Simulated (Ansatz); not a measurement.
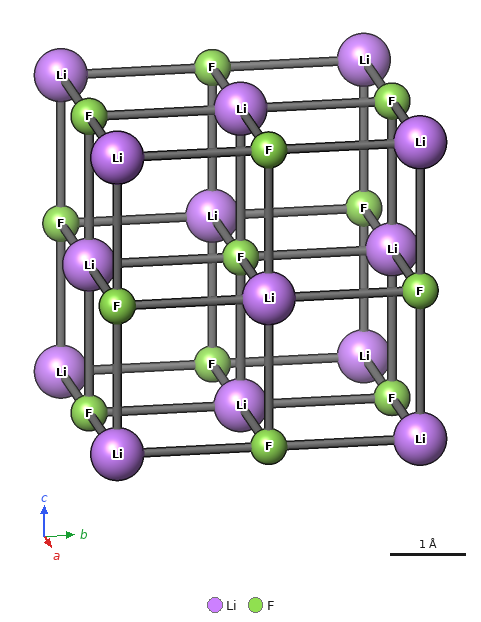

**Figure 1.** The input geometry (ball-and-stick view of the cell 4 times as large as that of the calculation, set on its symmetry axes, seen slightly off an axis).

## LiF: phonon calculation

LiF (2 atoms in the cell), computed with DFT PBE, scalar-relativistic, plane waves, PAW, no spin polarisation (Ansatz 0.2.0).

It belongs to a series of runs on one base structure; here: zone-centre phonons and field response at this volume.

## The input
```yaml
crystal:
  lattice:
    - [0.0, 2.0648, 2.0648]
    - [2.0648, 0.0, 2.0648]
    - [2.0648, 2.0648, 0.0]
  atoms:
    - { symbol: Li, position: [0.0, 0.0, 0.0] }
    - { symbol: F, position: [0.5, 0.5, 0.5] }
basis:
  ecutwfc: 420
kpoints:
  mp_grid: { grid: [10, 10, 10] }
hamiltonian:
  xc: pbe
scf:
  occupations: { method: fixed }
output:
  eigenvalues: true
phonons:
  method: dfpt
  dielectric: true
  rigid_motions: translations
  eigenvectors: true
```

Machine: 1 thread of Intel Xeon (Granite Rapids), 64 GiB of memory available, shared host.

Run as:
```bash
ansatz run input.yaml --threads 1 --pin off --max-ram 1228MiB --backend cpu --events-out ev --progress --plain --runs-dir out
```

## What the program printed
```
Engine: ansatz 0.2.0, x86_64-unknown-linux-gnu
Pseudopotentials: kind: paw
Pseudopotential: Li, paw, valence charge 3, recommended cutoff 420 eV (normal), Li.paw.azcp
Pseudopotential: F, paw, valence charge 7, recommended cutoff 420 eV (normal), F.paw.azcp
Functional definition: PBE
  parameter kappa = 0.804
  parameter beta = 0.06672455060314922
  exchange = pbe_x(kappa = kappa, mu = beta*pi^2/3)
  correlation = pbe_c(beta = beta)
Crystal: 2 atoms, lattice volume = 17.606 Å³
Basis set: ecut = 420 eV, 331 PW (Γ), exchange–correlation on 40×40×40 points (8 copies of the dense FFT grid, shifted against one another)
Bands: 9, of which v1, the nominal top of the filled ones, is band 5 counted from 1 (4 counted from 0)
Symmetry: 48 space group operations
k-points: 102 of 1000 (irreducible under 8 space group operations, time reversal used)
Non-local potential: Li, projectors of the file, l = 0: 3, l = 1: 2, l = 2: 1
Non-local potential: F, projectors of the file, l = 0: 2, l = 1: 2, l = 2: 1
PAW form: soft (Blöchl's): semilocal exchange-correlation on the pseudo side does not see the compensation charge
PAW one-centre angular grid: Li, 110 points (default); XC on 64 Gauss nodes
PAW one-centre angular grid: F, 110 points (default); XC on 64 Gauss nodes
Initial density: superposition of atomic densities (neutral atoms: chi_scale 0, normalization atom), corrected by the library's trained network
Initial wavefunctions: pseudopotential atomic-orbital guess
Functional: x = pbe(κ = 0.804, μ = 0.2195149727645171), c = pbe(β = 0.06672455060314922)
SCF iter   1: F=—  HF=-1016.163914 eV  |F-HF|=—  |Δ(HF+E_count)|=         —  Δρ=9.41e-4  dr2=9.17e-5  ethr=1.77e-3  ⟨swp⟩=3.9  Hψ=5235  notcnv=0  defer=145
preconditioner: auto → none  [insulator: Δε(μ)=8.450 eV  Ē_g=21.889 eV  n_scr=0 (ndim 8)  ℏωp=25.0 eV  f_vac=0.000  ε∞_Penn≈2.3]
SCF iter   2: F=—  HF=-1016.163831 eV  |F-HF|=—  |Δ(HF+E_count)|=   8.30e-5  Δρ=1.15e-3  dr2=1.37e-4  ethr=9.17e-7  ⟨swp⟩=2.0  Hψ=2252  notcnv=0  defer=200
SCF iter   3: F=—  HF=-1016.163808 eV  |F-HF|=—  |Δ(HF+E_count)|=   2.29e-5  Δρ=4.20e-4  dr2=1.70e-5  ethr=9.17e-7  ⟨swp⟩=2.5  Hψ=1342  notcnv=0  defer=76
SCF iter   4: F=—  HF=-1016.163827 eV  |F-HF|=—  |Δ(HF+E_count)|=   1.88e-5  Δρ=1.91e-4  dr2=4.11e-6  ethr=1.70e-7  ⟨swp⟩=2.0  Hψ=1519  notcnv=0  defer=171
SCF iter   5: F=—  HF=-1016.163827 eV  |F-HF|=—  |Δ(HF+E_count)|=   5.74e-7  Δρ=9.72e-5  dr2=1.12e-6  ethr=4.11e-8  ⟨swp⟩=1.0  Hψ=918  notcnv=0
SCF iter   6: F=—  HF=-1016.163827 eV  |F-HF|=—  |Δ(HF+E_count)|=   7.03e-8  Δρ=3.66e-5  dr2=1.62e-7  ethr=1.12e-8  ⟨swp⟩=1.8  Hψ=1136  notcnv=0
SCF iter   7: F=—  HF=-1016.163827 eV  |F-HF|=—  |Δ(HF+E_count)|=   4.66e-8  Δρ=7.54e-6  dr2=6.94e-9  ethr=1.62e-9  ⟨swp⟩=2.2  Hψ=1263  notcnv=0
SCF iter   8: F=—  HF=-1016.163827 eV  |F-HF|=—  |Δ(HF+E_count)|=   2.08e-9  Δρ=1.18e-6  dr2=1.68e-10  ethr=6.94e-11  ⟨swp⟩=2.4  Hψ=1291  notcnv=0
SCF iter   9: F=-1016.163827 eV  HF=-1016.163827 eV  |F-HF|=2.27e-12  |Δ(HF+E_count)|=  5.21e-11  Δρ=1.41e-7  dr2=2.43e-12  ethr=1.00e-12  ⟨swp⟩=6.0  Hψ=4363  notcnv=0
SCF 1 converged in 9 iterations: F = -1016.163827 eV  dr2 = 2.43e-12
  greatest PAW one-centre occupation: 1.000 electrons in one spin orbital (limit 2), on the Li atom at site 0 (counted from 0), in its partial waves of l = 0
```

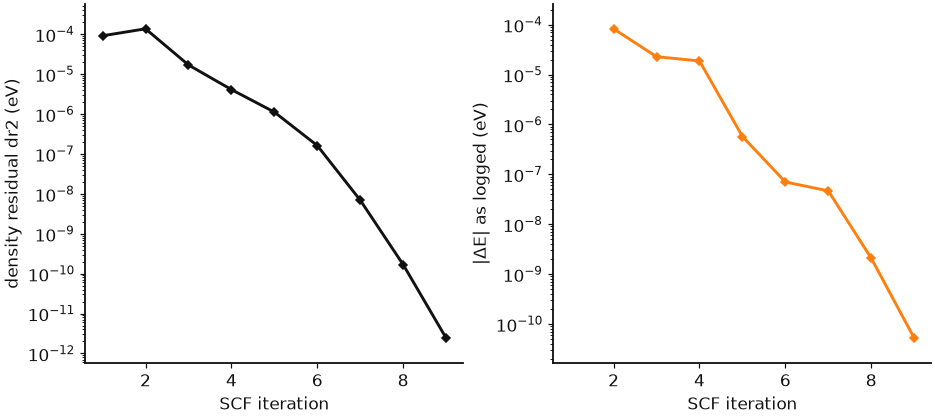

**Figure 2.** Convergence of the self-consistent field: density residual dr2 and size of the energy change against the SCF iteration. The residual falls almost steadily, with no more than small rises.

```
NSCF: frozen V_eff on 2 k-points
DFPT response loops at Γ: preconditioner auto → none (the input reference at scf.mixing.eps_inf says where Resta's filter doesn't serve); β = 0.50; Broyden in place of MSR1
SCF converged after 9 iterations
Free energy (F): -1016.163827 eV
Harris-Foulkes:  -1016.163827 eV  (|F-HF|=2.27e-12)
Internal energy: -1016.163827 eV  (E = F + TS)
E sigma→0 (E₀):  -1016.163827 eV
Fermi energy:    0.423482 eV
--- Per-component energies (eV) ---
  E_band       = -122.902238
  E_kinetic    = 229.671553
  E_local      = -662.355864  (includes V_loc(G=0)·N_el)
  E_nonlocal   = 40.235080
  E_hartree    = 232.965710
  E_xc         = -91.593871
  E_vxc        = -117.462561  (∫ρ·V_xc dr)
  E_paw        = -221.665872  (= ΣΔE_a)
  E_vpaw       = -78.923959  (= ΣTr[D̂ρ^β])
  E_aug_tail   = 0.002136  (compensation charges beyond the density's cutoff)
  E_ewald      = -543.422699
  E_smearing   = -0.000000  (= −TS)
  E_closure    = -0.000000  (closes the sum)
  Σ components = -1016.163827   (vs F -1016.163827, Δ=0.00e0)
--- Band table (eV; the first three rows and the last of 102) ---
  k-point 0: bands = ["-40.6514", "-19.3499", "0.4235", "0.4235", "0.4235", "8.8783", "23.4047", "23.4047", "23.4047"]
  k-point 1: bands = ["-40.6474", "-19.3159", "0.1577", "0.4030", "0.4030", "9.1718", "21.0000", "22.3028", "22.3028"]
  k-point 2: bands = ["-40.6369", "-19.2249", "-0.4757", "0.3508", "0.3508", "9.8452", "18.6001", "20.9072", "20.9072"]
  k-point 101: bands = ["-40.5977", "-18.7764", "-1.7007", "-1.1470", "-0.3178", "14.7424", "15.1351", "17.1413", "18.8135"]
--- Phonons (Γ-DFPT): 2 representative perturbations + reference, on 102 of 1000 k-points (Σ response iterations 7) ---
  k mesh reduced under 8 symmetry operations, with k and −k counted as one. Each operation leaves every solved perturbation unchanged. A smaller set is not considered because the run solves the response to a homogeneous field
  ASR residual: 1.289e-4 → 0.000e0 eV/Å²; symmetrization residual: 3.103e-7 eV/Å²
  ASR residual per site (eV/Å²): 1.29e-4 1.15e-4
  Γ frequencies (cm⁻¹): 0.00 0.00 0.00 227.22 227.22 227.22
  ε∞ (high-frequency dielectric tensor):
        2.035733    -0.000000    -0.000000
       -0.000000     2.035733    -0.000000
        0.000000     0.000000     2.035733
  ε⁰ (static dielectric tensor: ions relaxed, cell fixed):
       13.975153    -0.000000    -0.000000
        0.000000    13.975153     0.000000
       -0.000000     0.000000    13.975153
  ε⁰ − ε∞ (ionic part):
       11.939420     0.000000    -0.000000
        0.000000    11.939420     0.000000
       -0.000000     0.000000    11.939420
  softest optical mode at Γ: 227.22 cm⁻¹; the repairs (sum rule, projections) moved no ω² at Γ by more than (2.26 cm⁻¹)²
  Born effective charges Z* (e; rows j = field, columns β = displacement):
    site 0:
         1.05882    0.00000   -0.00000
        -0.00000    1.05882    0.00000
         0.00000    0.00000    1.05882
    site 1:
        -1.05882   -0.00000    0.00000
         0.00000   -1.05882   -0.00000
         0.00000   -0.00000   -1.05882
  Z* charge neutrality: 1.965e-5 e pre-enforcement
  k-mesh period / interband length: 29.2 Å / 0.76 Å = 38.30 at k = (0.0000, 0.0000, -0.5000), direct gap 10.614 eV — 14 or more, which is no proof of convergence
  optical modes at Γ without the LO–TO term, one row a degenerate level:
      ω (cm⁻¹)  modes    IR ((D/Å)²/amu)
        227.22      3            15.2650
  optical modes at Γ + LO–TO along q̂ = [1.0000, 0.0000, 0.0000]:
      ω (cm⁻¹)  modes    IR ((D/Å)²/amu)
        227.22      2            10.1767
        595.34      1             5.0883
  optical modes at Γ + LO–TO along q̂ = [0.0000, 1.0000, 0.0000]:
      ω (cm⁻¹)  modes    IR ((D/Å)²/amu)
        227.22      2            10.1767
        595.34      1             5.0883
  optical modes at Γ + LO–TO along q̂ = [0.0000, 0.0000, 1.0000]:
      ω (cm⁻¹)  modes    IR ((D/Å)²/amu)
        227.22      2            10.1767
        595.34      1             5.0883
```

## File optical_modes.tsv
```
# format = ansatz-optical-modes/1
# cell_volume_ang3 = 1.7606132675583996e1
# eps_inf = 2.035732769527777e0 -1.6434602192104412e-32 -9.244463733058732e-33 -2.5679065925163143e-34 2.035732769527776e0 -1.283953296258157e-34 0e0 0e0 2.0357327695277756e0
# One row of degenerate optical modes each, rigid motions of the cell and of its bodies left out; wavenumber_inv_cm is that of the modes' mean omega^2, negative where that is. nan stands for what is not given.
# A row whose q is 0 0 0 is without the LO-TO term; the others hold that term of the approach to the zone centre along q, a Cartesian unit vector.
# oscillator_strength: the sum of Re conj(p) p^T over the row's modes, p that of Z* e/sqrt(mass) over the atoms, about the cell's centre of mass, e the mode's unit eigenvector; ir_intensity: its trace, 23.0708 in its unit to 1 in that of the other. The rows at q 0 0 0 hold the undamped dielectric function at nu cm^-1, of a cell of V A^3: eps_inf + (4.92064e7/V) sum oscillator_strength/(nu_row |nu_row| - nu^2). That is of the vibrations: a cell of net charge Q e and mass M amu holds -(4.92064e7/V) Q^2/(M nu^2) besides, of its free fall, and where the turns of a body are left out the sum lacks their strength.
# q_x	q_y	q_z	wavenumber_inv_cm	degeneracy	ir_intensity[(D/angstrom)^2/amu]	oscillator_strength_xx[e^2/amu]	oscillator_strength_xy[e^2/amu]	oscillator_strength_xz[e^2/amu]	oscillator_strength_yy[e^2/amu]	oscillator_strength_yz[e^2/amu]	oscillator_strength_zz[e^2/amu]
0e0	0e0	0e0	2.2721881950664203e2	3	1.5265022037017049e1	2.205535170073105e-1	1.638119750337099e-34	-8.558339920128646e-34	2.205535170073104e-1	8.326672684688674e-17	2.2055351700731046e-1
1e0	0e0	0e0	2.2721881950664203e2	2	1.0176681358011367e1	1.633357149397261e-64	5.94069142112056e-33	-8.55833992012866e-34	2.2055351700731043e-1	2.7755575615628914e-17	2.2055351700731052e-1
1e0	0e0	0e0	5.953360754836262e2	1	5.088340679005684e0	2.205535170073105e-1	-5.7768794460868495e-33	0e0	1.5131173869929511e-64	0e0	0e0
0e0	1e0	0e0	2.272188195066421e2	2	1.0176681358011368e1	2.205535170073105e-1	-5.7768794460868495e-33	-8.558339920128661e-34	6.79632996390878e-34	1.2243179637178608e-17	2.205535170073105e-1
0e0	1e0	0e0	5.953360754836264e2	1	5.088340679005684e0	1.6001474399433695e-64	5.940691421120561e-33	1.916647768529758e-49	2.205535170073105e-1	7.115727383357602e-18	2.2957501145895096e-34
0e0	0e0	1e0	2.2721881950664203e2	2	1.0176681358011363e1	2.205535170073105e-1	1.6381197503370716e-34	-5.952336202185727e-49	2.2055351700731027e-1	-2.2098583998735477e-17	2.2141901039509664e-33
0e0	0e0	1e0	5.953360754836264e2	1	5.088340679005684e0	3.3209709453891664e-66	-4.750833015947716e-49	-8.558339920128632e-34	6.796329963908782e-32	1.224317963717861e-16	2.205535170073105e-1
```

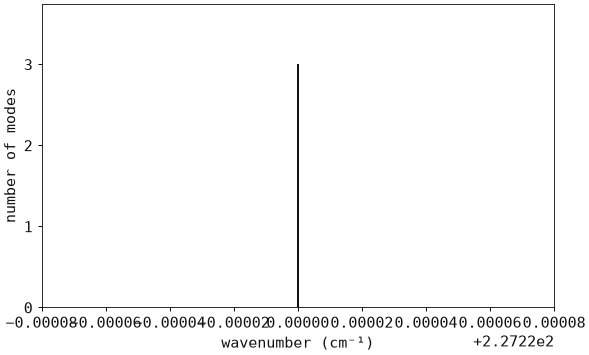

**Figure 3.** Optical phonons at the zone centre (no LO–TO term); neighbouring modes closer than 3 cm⁻¹ are counted in one stick. 3 modes from 227 to 227 cm⁻¹, none imaginary.

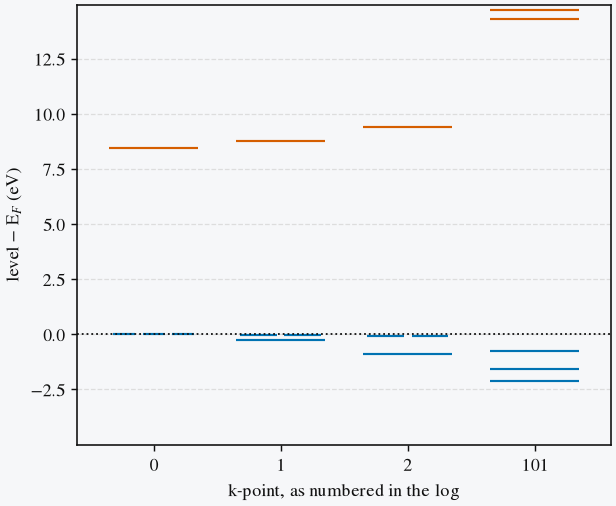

**Figure 4.** Kohn–Sham levels near the Fermi level (dotted) at the few k-points that the log prints; levels within 0.02 eV of each other stand side by side. Among these points the highest filled and lowest empty levels are 8.45 eV apart, which is the gap on the mesh.

## Key numbers

| quantity | value |
| --- | --- |
| outcome | converged |
| space group (tolerance 0.01 Å) | Fm-3m (225) |
| electrons treated | 10 |
| free energy | −1016.1638 eV |
| Fermi energy | 0.423 eV |
| gap on the k-point mesh | 8.45 eV |
| ε∞ (xx, yy, zz) | 2.04, 2.04, 2.04 |
| Born charges (mean of the diagonal) | Li1 (1.06 e); F2 (−1.06 e) |
| wall time | 3.5 s |
| peak memory | 0.4 GiB |
